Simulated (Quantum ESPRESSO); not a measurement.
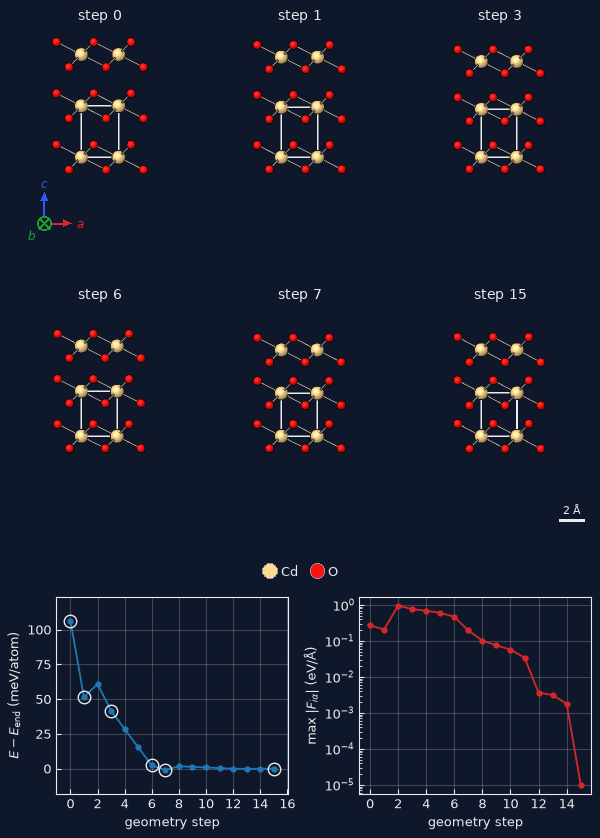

Frames of a relaxation of crystalline CdO2 (set up in P-3m1), marked on the history of the run. Style: ball-and-stick. Shown: the cell of the calculation, repeated 1 × 1 × 2 with one cell outlined, along the b axis.

The run lets cell and atoms move.

Method: Quantum ESPRESSO 7.5, Kohn-Sham DFT of a periodic cell, PBEsol, GBRV 1.5 PBEsol.

Input
```
&CONTROL
  calculation = 'vc-relax'
  prefix = 'pwscf'
  outdir = './tmp'
  pseudo_dir = './pseudo'
  tprnfor = .true.
  tstress = .true.
  disk_io = 'low'
  nstep = 40
  forc_conv_thr = 0.0004
  etot_conv_thr = 1d-05
/
&SYSTEM
  ibrav = 0
  A = 3.47622958
  nat = 3
  ntyp = 2
  ecutwfc = 52
  ecutrho = 414
  nbnd = 19
  occupations = 'smearing'
  smearing = 'fd'
  degauss = 0.00367493
/
&ELECTRONS
  conv_thr = 6d-10
  electron_maxstep = 120
  mixing_beta = 0.5
/
&IONS
  ion_dynamics = 'bfgs'
/
&CELL
  cell_dynamics = 'bfgs'
  press = 50
  press_conv_thr = 0.3
/
ATOMIC_SPECIES
Cd   112.4140 cd_pbesol_v1.uspp.F.UPF
O     15.9990 o_pbesol_v1.2.uspp.F.UPF
CELL_PARAMETERS alat
   0.9999999989    0.0000000000    0.0000000000
  -0.4999999995    0.8660254028    0.0000000000
   0.0000000000    0.0000000000    1.1932687139
ATOMIC_POSITIONS alat
Cd     0.0000000000    0.0000000000    0.0000000000
O     -0.0000000001    0.5773502686    0.2914188920
O      0.4999999995    0.2886751342    0.9018498218
K_POINTS automatic
9 9 7 0 0 0
```

Run as
```bash
OMP_NUM_THREADS=1 mpirun -n 2 pw.x -nk 2 -in pw.in > pw.out
```

Q: Describe the path.

A: The largest moves relative to the cell, 0.16 Å, are those of O atoms. Cd stays in place. Cell: a = b 3.476 → 3.325 Å (−4.3 %), c 4.148 → 3.498 Å (−15.7 %). Volume −22.9 %. Some distances before and after: Cd–O 2.248 → 2.171 Å. The space group stays P-3m1 (No. 164). The energy falls by 107 meV per atom in 15 geometry steps. With the target pressure of 5 GPa, the enthalpy E + pV changes by −210 meV per atom. Largest force component: 0.27 eV/Å at the start, under 0.0001 eV/Å at the end. Pressure: −10.79 GPa at the start and 5.00 GPa at the end. From step 0 to 1: volume −7.8 %, energy −55.1 meV per atom. From step 1 to 3: O atoms move most (0.02 Å), volume −8.9 %, energy −9.7 meV per atom. From step 3 to 6: O atoms move most (0.07 Å), volume −3.7 %, energy −39.4 meV per atom. From step 6 to 7: O atoms move most (0.05 Å), volume −3.7 %, energy −3.3 meV per atom. From step 7 to 15: O atoms move most (0.03 Å), volume −0.9 %, energy +0.9 meV per atom.

| step | E − E(0), meV/atom | largest force component, eV/Å | pressure, GPa | volume, Å³/atom |
| --- | --- | --- | --- | --- |
| 0 | 0.00 | 0.2728 | -10.79 | 14.470 |
| 1 | -55.08 | 0.2056 | -4.10 | 13.336 |
| 2 | -45.52 | 0.9515 | 9.08 | 11.990 |
| 3 | -64.77 | 0.7702 | 5.49 | 12.150 |
| 4 | -77.93 | 0.6863 | 4.06 | 12.104 |
| 5 | -91.12 | 0.6039 | 3.30 | 11.962 |
| 6 | -104.15 | 0.4685 | 3.18 | 11.701 |
| 7 | -107.42 | 0.1954 | 4.50 | 11.265 |
| 8 | -104.85 | 0.1012 | 5.07 | 11.151 |
| 9 | -105.18 | 0.0755 | 5.02 | 11.149 |
| 10 | -105.62 | 0.0573 | 4.97 | 11.154 |
| 11 | -106.13 | 0.0344 | 4.93 | 11.159 |
| 12 | -106.56 | 0.0037 | 4.91 | 11.166 |
| 13 | -106.59 | 0.0031 | 4.95 | 11.166 |
| 14 | -106.56 | 0.0018 | 4.97 | 11.165 |
| 15 | -106.51 | 0.0000 | 5.00 | 11.163 |
